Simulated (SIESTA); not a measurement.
**Sb: 7 runs along one coordinate**

System: Sb (P2₁/m, 2 atoms in the cell).
Method: Kohn-Sham DFT of a periodic cell, LDA, PseudoDojo 0.4 standard, converted to PSML, no spin polarisation (SIESTA 5.4.2).

The 7 runs differ only in the geometry, by an even scaling of the cell at fixed fractional positions. The structure derives from a Materials Project entry.

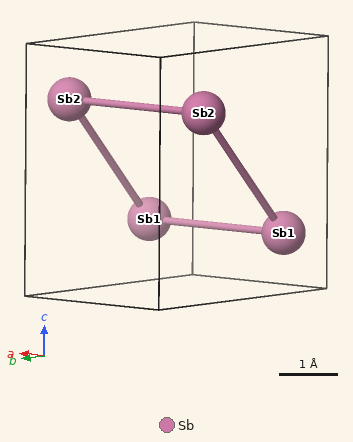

Figure 1. The structure of run 4 (ball-and-stick view of the cell of the calculation, seen at an oblique angle; atoms are numbered from 1 in the order of the input). An atom can appear more than once, as a periodic image.

### Input of run 4
```
SystemName                      Sb
SystemLabel                     Sb
NumberOfSpecies                 1
NumberOfAtoms                   2
%block ChemicalSpeciesLabel
  1  51 Sb
%endblock ChemicalSpeciesLabel

LatticeConstant                 1.0 Ang
%block LatticeVectors
     3.1224020000     0.0000000000     0.0000000000
     0.0000000000     4.3475180000     0.0000000000
    -0.0389150000     0.0000000000     4.4058520000
%endblock LatticeVectors
AtomicCoordinatesFormat         Fractional
%block AtomicCoordinatesAndAtomicSpecies
     0.0113890000     0.2500000000     0.2411660000  1  Sb
     0.9886110000     0.7500000000     0.7588340000  1  Sb
%endblock AtomicCoordinatesAndAtomicSpecies

%block kgrid.MonkhorstPack
    9   0   0  0.0
    0   6   0  0.0
    0   0   6  0.0
%endblock kgrid.MonkhorstPack
XC.Functional                   LDA
XC.Authors                      PW92
PAO.BasisSize                   DZP
PAO.EnergyShift                 0.003 Ry
Mesh.Cutoff                     500 Ry
OccupationFunction              FD
ElectronicTemperature           0.05 eV
MaxSCFIterations                120
SCF.MustConverge                false
SCF.Mixer.Method                Pulay
SCF.Mixer.Weight                0.25
SCF.Mixer.History               8
SCF.DM.Tolerance                5.0e-05
SCF.H.Tolerance                 1.0e-03 eV
WriteForces                     true
Charge.Mulliken                 end
%block PAO.Basis
  Sb 4
  n=5 0 2
    5.972 0.000
  n=5 1 2
    7.827 0.000
  n=4 2 2
    3.490 0.000
  n=5 2 1
    7.827
%endblock PAO.Basis
```

Command:
```bash
siesta Sb.fdf > Sb.out 2>&1
```

Lattice vectors (Å) and fractional positions of run 4:
```
   3.122402    0.000000    0.000000
   0.000000    4.347518    0.000000
  -0.038915    0.000000    4.405852
Sb  0.011389  0.250000  0.241166
Sb  0.988611  0.750000  0.758834
```

Run 3 differs from it as follows:
```diff
-     3.1224020000     0.0000000000     0.0000000000
-     0.0000000000     4.3475180000     0.0000000000
-    -0.0389150000     0.0000000000     4.4058520000
+     3.1014456505     0.0000000000     0.0000000000
+     0.0000000000     4.3183391477     0.0000000000
+    -0.0386538176     0.0000000000     4.3762816325
```

### Results, with one run withheld

| run | volume per atom (Å³) | free energy per atom, from the lowest run given (meV) | pressure (GPa) |
| --- | --- | --- | --- |
| 1 | 28.110 | 2.45 | 1.38 |
| 2 | 28.708 | 0.00 | −0.03 |
| 3 | 29.306 | ? | ? |
| 4 | 29.904 | 9.20 | −2.36 |
| 5 | 30.502 | 19.91 | −3.34 |
| 6 | 31.100 | 34.06 | −4.23 |
| 7 | 31.698 | 51.38 | −5.03 |

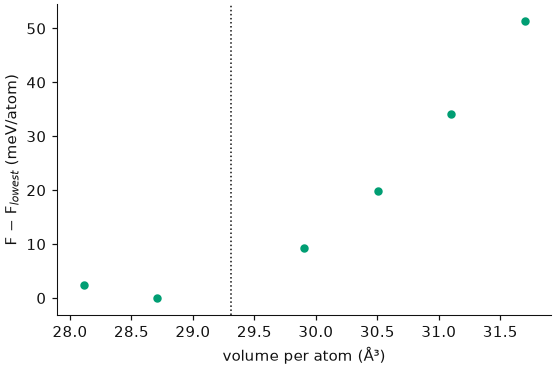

Figure 2. Free energy per atom of the runs given; the dotted line marks run 3.

Estimate the energy of run 3 from the others.

A cubic polynomial in V^(−2/3) (the Birch–Murnaghan form), fitted to the 6 runs given, misses them by at most 0.02 meV per atom. With x = V^(−2/3) − 0.10367 Å⁻², it reads F = 10.027 − 6640.6 x + 1.0938e+06 x² + 1.8396e+06 x³ (meV per atom). At run 3 it gives 2.42 meV per atom, and the run itself gives 2.43. The slope of the fit gives a pressure −dF/dV of −1.26 GPa there, and the run prints −1.24 GPa. The fit has its minimum at 28.699 Å³ per atom, where V d²F/dV² gives 62.7 GPa. Cell shape and fractional positions are held, so this is the stiffness under even scaling; the relaxed bulk modulus wasn't computed.

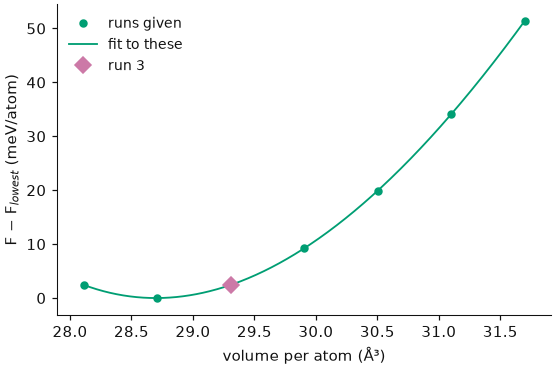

Figure 3. The fit and the withheld run.

### Some lines of the output (run 3)
```
[...]
outcell: Cell volume (Ang**3)        :     58.6120
stepf: Fermi-Dirac step function
siesta: Etot    =     -4937.404516
siesta: FreeEng =     -4937.417065
        iscf     Eharris(eV)        E_KS(eV)     FreeEng(eV)     dDmax    Ef(eV) dHmax(eV)
siesta: E_KS(eV) =            -4937.4462
siesta: E_KS - E_eggbox =     -4937.4462
siesta: Etot    =     -4937.446224
siesta: FreeEng =     -4937.459093
siesta:         Fermi =      -4.243540
siesta: Cell volume =         58.611952 Ang**3
    Orbital volume contribution        =           2.231283 eV
```

Notes: Points of doubt noted for this run: mulliken charges of long orbitals. With a small basis of atomic orbitals these values can differ much from converged plane-wave results.
